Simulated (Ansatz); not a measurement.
**SnO₂: a changed input and its effect**

System: SnO₂ (P2/m, 3 atoms in the cell).
Method of run 1: Kohn-Sham DFT of a periodic cell, PBE, Ansatz PAW, no spin polarisation (Ansatz 0.2.0).

The structure was built on a prototype by a generator; it need not be a known phase. Text and figures count atoms from 1; the logs count them from 0 in places.

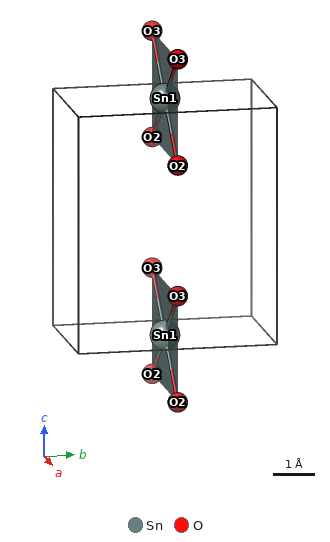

Fig. 1: The structure (polyhedral view of the cell of the calculation, seen slightly off an axis; polyhedra are completed across the faces of the cell; atoms are numbered from 1 in the order of the input). An atom can appear more than once, as a periodic image.

### Input file, run 1
```yaml
crystal:
  lattice:
    - [3.02327, 0.01511635, 0.0]
    - [0.0248234, 4.96468, 0.0]
    - [0.0, 0.0, 5.97696]
  atoms:
    - { symbol: Sn, position: [0.5, 0.5, 0.0] }
    - { symbol: O, position: [0.0, 0.5, 0.77572] }
    - { symbol: O, position: [0.0, 0.5, 0.22428] }
hamiltonian:
  xc: pbe
  pseudopotentials: { kind: paw }
kpoints:
  mp_grid: { grid: [9, 6, 5] }
scf:
  occupations: { method: fermi_dirac, width: 0.05 }
output:
  forces: true
  stress: true
  eigenvalues: true
```

Launched with:
```bash
ansatz run input.yaml --threads 2 --pin off --max-ram 5632MiB --backend cpu --events-out ev --progress --plain --runs-dir out
```

Hardware: 2 threads of Arm Neoverse V1, 24 GiB of memory available, shared host.

### Output, shortened to warnings, some set-up lines, iterations and results (run 1)
```
Basis set: ecut = 420 eV, 1721 PW (Γ), exchange–correlation on 48×72×80 points (8 copies of the dense FFT grid, shifted against one another)
Symmetry: 4 space group operations
k-points: 84 of 270
Initial density: superposition of atomic densities (neutral atoms: chi_scale 0, normalization atom), corrected by the library's trained network
[...]
SCF iter   1: F=—  HF=-7156.495399 eV  |F-HF|=—  |Δ(HF+E_count)|=         —  Δρ=4.19e-3  dr2=1.01e-2  ethr=1.77e-3  ⟨swp⟩=6.1  Hψ=8249  notcnv=0
SCF iter   2: F=—  HF=-7156.498614 eV  |F-HF|=—  |Δ(HF+E_count)|=   3.21e-3  Δρ=2.44e-3  dr2=3.50e-3  ethr=3.89e-5  ⟨swp⟩=2.5  Hψ=3208  notcnv=0
SCF iter   3: F=—  HF=-7156.499041 eV  |F-HF|=—  |Δ(HF+E_count)|=   4.27e-4  Δρ=1.23e-3  dr2=1.07e-3  ethr=1.35e-5  ⟨swp⟩=2.1  Hψ=2344  notcnv=0
SCF iter   4: F=—  HF=-7156.499102 eV  |F-HF|=—  |Δ(HF+E_count)|=   6.09e-5  Δρ=3.04e-4  dr2=5.29e-5  ethr=4.10e-6  ⟨swp⟩=2.0  Hψ=2111  notcnv=0
SCF iter   5: F=—  HF=-7156.499032 eV  |F-HF|=—  |Δ(HF+E_count)|=   7.00e-5  Δρ=5.27e-5  dr2=1.38e-6  ethr=2.03e-7  ⟨swp⟩=2.0  Hψ=2104  notcnv=0
SCF iter   6: F=-7156.499035 eV  HF=-7156.499035 eV  |F-HF|=1.30e-8  |Δ(HF+E_count)|=   2.32e-6  Δρ=6.05e-6  dr2=3.03e-8  ethr=3.85e-10  ⟨swp⟩=5.6  Hψ=7980  notcnv=0
SCF 1 converged in 6 iterations: F = -7156.499035 eV  dr2 = 3.03e-8
SCF converged after 6 iterations
Free energy (F): -7156.499035 eV
Harris-Foulkes:  -7156.499035 eV  (|F-HF|=1.30e-8)
Internal energy: -7156.499035 eV  (E = F + TS)
E sigma→0 (E₀):  -7156.499035 eV
Entropy (-TS):   -0.000000 eV (-0.000 meV/atom)
Fermi energy:    0.720810 eV
--- Per-component energies (eV) ---
  E_band       = -301.294011
  E_kinetic    = 533.356751
  E_local      = -3371.625223  (includes V_loc(G=0)·N_el)
  E_nonlocal   = 65.930480
  E_hartree    = 1593.633691
  E_xc         = -526.303650
  E_vxc        = -279.710643  (∫ρ·V_xc dr)
  E_paw        = -4458.583886  (= ΣΔE_a)
  E_vpaw       = -436.515669  (= ΣTr[D̂ρ^β])
  E_aug_tail   = 0.004701  (compensation charges beyond the density's cutoff)
  E_ewald      = -992.911899
  E_smearing   = -0.000000  (= −TS)
  E_closure    = 0.000000  (closes the sum)
  Σ components = -7156.499035   (vs F -7156.499035, Δ=0.00e0)
--- Forces (eV/Å), atoms counted from 1 ---
  atom   1  Sn     0.00000000     0.00000000     0.00000000
  atom   2  O      0.00000000     0.00000000     0.00069332
  atom   3  O      0.00000000     0.00000000    -0.00069332
  max |Σ_I F_I| component: 0.00e0 eV/Å
--- Stress (GPa, compression-positive) ---
        0.460271       0.008234       0.000000
        0.008234       0.512887       0.000000
        0.000000       0.000000       0.439521
  P = ⅓ Tr σ = 0.4709 GPa (4.709 kbar)
```

For run 2 the input was changed thus:
```diff
-    - [3.02327, 0.01511635, 0.0]
-    - [0.0248234, 4.96468, 0.0]
+    - [3.02327, 0.0302327, 0.0]
+    - [0.0496468, 4.96468, 0.0]
+  write_density: true
+  write_potential: true
+  elf: true
+  volumetric_format: npy
```

What does this change do to the results?

With the same functional and potentials, run 2 lies 0.02 meV per atom lower. The number of SCF iterations is the same. The plane waves at Γ go from 1721 to 1731.

### Output, shortened to warnings, some set-up lines, iterations and results (run 2)
```
WARN: The input density's exchange-correlation potential varies sharply where the density is thin. Do not read a vacuum level from v_tot or v_xc, or from such a field of the output density. On a cell that repeats whose density bears no net charge and no dipole along the vacuum's axis use v_es (v_loc + v_h of the components); under efield.dipole_correction with no amplitude use v_es + v_field, …
Basis set: ecut = 420 eV, 1731 PW (Γ), exchange–correlation on 48×72×80 points (8 copies of the dense FFT grid, shifted against one another)
Symmetry: 4 space group operations
k-points: 84 of 270
Initial density: superposition of atomic densities (neutral atoms: chi_scale 0, normalization atom), corrected by the library's trained network
[...]
SCF iter   1: F=—  HF=-7156.495499 eV  |F-HF|=—  |Δ(HF+E_count)|=         —  Δρ=4.19e-3  dr2=1.01e-2  ethr=1.77e-3  ⟨swp⟩=6.1  Hψ=8284  notcnv=0
SCF iter   2: F=—  HF=-7156.498658 eV  |F-HF|=—  |Δ(HF+E_count)|=   3.16e-3  Δρ=2.44e-3  dr2=3.52e-3  ethr=3.89e-5  ⟨swp⟩=2.5  Hψ=3229  notcnv=0
SCF iter   3: F=—  HF=-7156.499089 eV  |F-HF|=—  |Δ(HF+E_count)|=   4.32e-4  Δρ=1.23e-3  dr2=1.06e-3  ethr=1.36e-5  ⟨swp⟩=2.1  Hψ=2344  notcnv=0
SCF iter   4: F=—  HF=-7156.499150 eV  |F-HF|=—  |Δ(HF+E_count)|=   6.09e-5  Δρ=3.14e-4  dr2=5.72e-5  ethr=4.09e-6  ⟨swp⟩=2.0  Hψ=2105  notcnv=0
SCF iter   5: F=—  HF=-7156.499079 eV  |F-HF|=—  |Δ(HF+E_count)|=   7.16e-5  Δρ=5.44e-5  dr2=1.50e-6  ethr=2.20e-7  ⟨swp⟩=2.0  Hψ=2103  notcnv=0
SCF iter   6: F=-7156.499081 eV  HF=-7156.499081 eV  |F-HF|=1.47e-8  |Δ(HF+E_count)|=   2.34e-6  Δρ=6.33e-6  dr2=3.24e-8  ethr=3.85e-10  ⟨swp⟩=9.5  Hψ=11645  notcnv=0
SCF 1 converged in 6 iterations: F = -7156.499081 eV  dr2 = 3.24e-8
WARN: The input density's exchange-correlation potential varies sharply where the density is thin. Do not read a vacuum level from v_tot or v_xc, or from such a field of the output density. On a cell that repeats whose density bears no net charge and no dipole along the vacuum's axis use v_es …
SCF converged after 6 iterations
Free energy (F): -7156.499081 eV
Harris-Foulkes:  -7156.499081 eV  (|F-HF|=1.47e-8)
Internal energy: -7156.499081 eV  (E = F + TS)
E sigma→0 (E₀):  -7156.499081 eV
Entropy (-TS):   -0.000000 eV (-0.000 meV/atom)
Fermi energy:    0.721082 eV
--- Per-component energies (eV) ---
  E_band       = -301.282939
  E_kinetic    = 533.353538
[...]
```

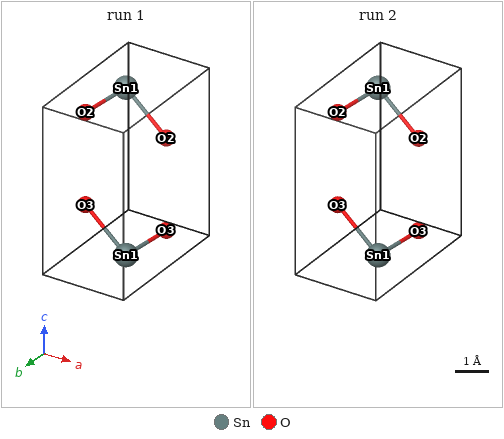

Fig. 2: The two input geometries at one scale (ball-and-stick view of the cell of the calculation, seen at an oblique angle). The atoms keep their places relative to the cell (all moves are under 0.005 Å). The drawn cell changes at constant volume: a stays at 3.023 Å, b stays at 4.965 Å, c stays at 5.977 Å, γ 89.4° → 88.9°.

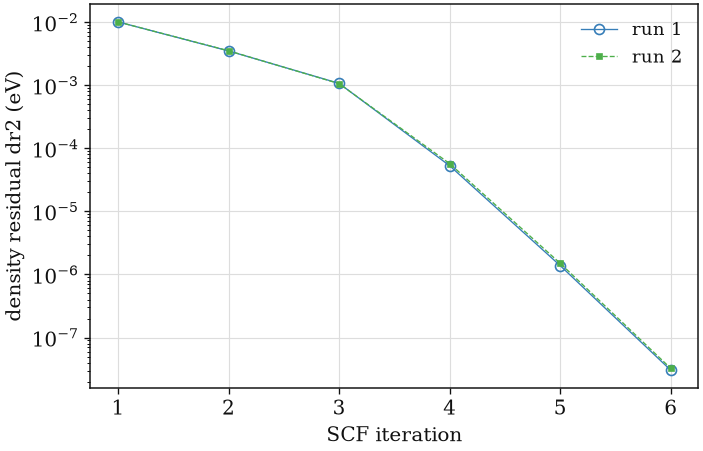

Fig. 3: Convergence of the two runs: density residual dr2 against the SCF iteration. Run 1 takes 6 iterations in all, and run 2 takes 6.

### The two runs side by side

| quantity | run 1 | run 2 |
| --- | --- | --- |
| outcome | converged | converged |
| free energy per atom (eV) | −2385.4997 | −2385.4997 |
| gap on the mesh (eV) | 1.31 | 1.31 |
| pressure (GPa) | 0.47 | 0.47 |
| largest force (eV/Å) | 0.001 | 0.001 |
| SCF iterations | 6 | 6 |
| irreducible k-points | 84 | 84 |
| plane waves at Γ | 1721 | 1731 |
| wall time (shared host) | 3.3 s | 4.4 s |

For run 2: Warnings: the exchange-correlation potential is rough where the density is thin.
